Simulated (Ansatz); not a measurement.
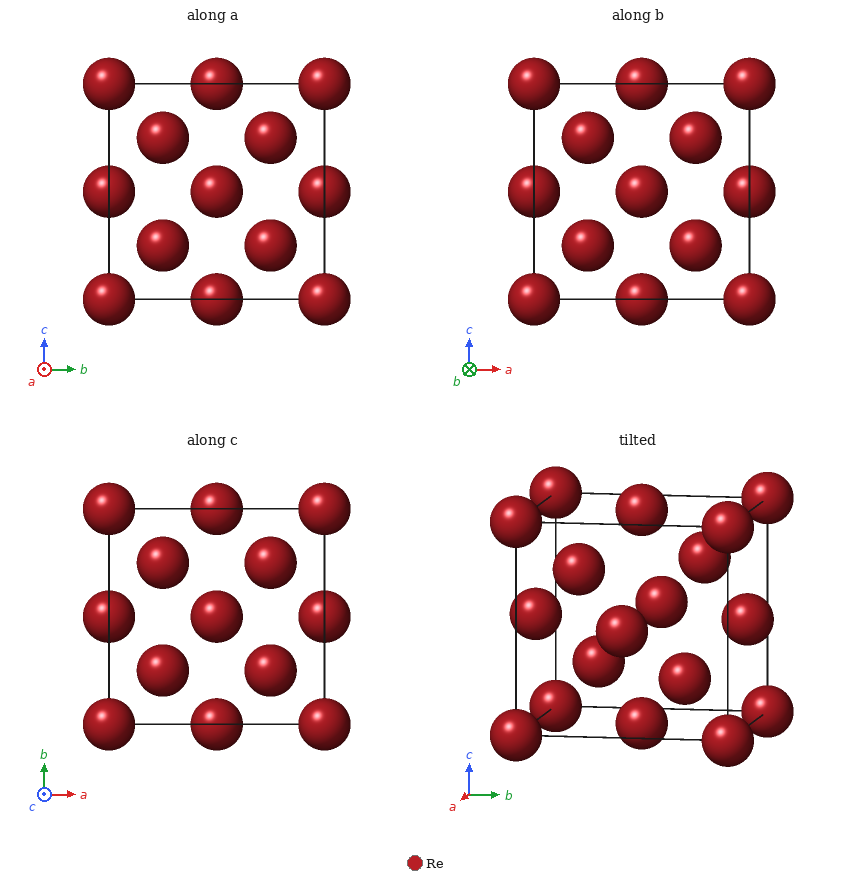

Structure drawing (spheres-only), viewed along the a axis, along the b axis, along the c axis and slightly off an axis. The box is the conventional unit cell; atoms on or close to its faces, edges and corners are drawn wherever they repeat.

Lattice parameters: a = 5.6158 Å, b = 5.6158 Å, c = 5.6158 Å, α = 90.000°, β = 90.000°, γ = 90.000°.

Question: Give the structure in the form of a CIF in P1 with every atom of the cell.

Answer:
```cif
data_structure
_symmetry_space_group_name_H-M 'P 1'
_symmetry_Int_Tables_number 1
_cell_length_a 5.6158
_cell_length_b 5.6158
_cell_length_c 5.6158
_cell_angle_alpha 90.000
_cell_angle_beta 90.000
_cell_angle_gamma 90.000
_cell_volume 177.11
loop_
_atom_site_label
_atom_site_type_symbol
_atom_site_fract_x
_atom_site_fract_y
_atom_site_fract_z
_atom_site_occupancy
Re1 Re 0.7500 0.7500 0.2500 1
Re2 Re 0.0000 0.5000 0.5000 1
Re3 Re 0.7500 0.2500 0.7500 1
Re4 Re 0.0000 0.0000 0.0000 1
Re5 Re 0.2500 0.7500 0.7500 1
Re6 Re 0.5000 0.5000 0.0000 1
Re7 Re 0.2500 0.2500 0.2500 1
Re8 Re 0.5000 0.0000 0.5000 1
```

It goes back to a structure type filled with this element by a generator (whether the element takes this form wasn't checked). Earlier steps of the study may have refined or changed the cell and positions. Ansatz was used for an electronic-structure calculation on it.
